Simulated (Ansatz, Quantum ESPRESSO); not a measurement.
# 2H-MoS2, 1 layer: the energy at a withheld member of a series

How the rows were computed: Quantum ESPRESSO 7.5, PBE, GBRV ultrasoft. Cell and atoms are first relaxed; each strained cell is then held and the atoms relax in it. A periodic run with 15 Å of vacuum in the starting cell gives the vacuum levels, and bands follow along a path. The bands are repeated with spin-orbit coupling and fully relativistic files. The series steps biaxial strain. Energies count from the lowest.

| biaxial strain | energy (eV) |
| --- | --- |
| -4 % | 0.1570 |
| -3 % | 0.0869 |
| -2 % | 0.0379 |
| -1 % | 0.0095 |
| 0 % | 0.0000 |
| 1 % | 0.0086 |
| 2 % | 0.0343 |
| 3 % | 0.0761 |

One more run was made and is withheld. What is the energy at 4 %?

**Worked estimate.** The rows at 2 % and 3 % give a slope of (0.0761 − (0.0343))/(3 − (2)) = 0.0418, so a straight line gives 0.1179 eV. A parabola through these and the row at 1 % gives 0.1340 eV.

**The withheld run.** 0.1328 eV. The line misses by −0.0149 and the parabola by +0.0012 eV. The parabola does better.

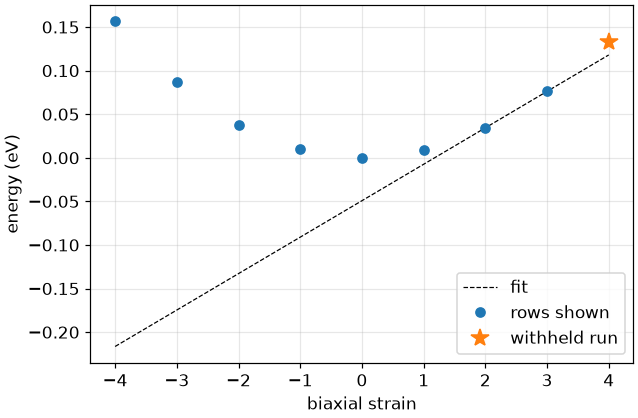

The rows shown, the fit and the withheld run.

**Limits.** Semilocal gaps are too small; the 1×1 cell can't ripple over many cells under compression as a free sheet would. These values are without spin-orbit coupling.
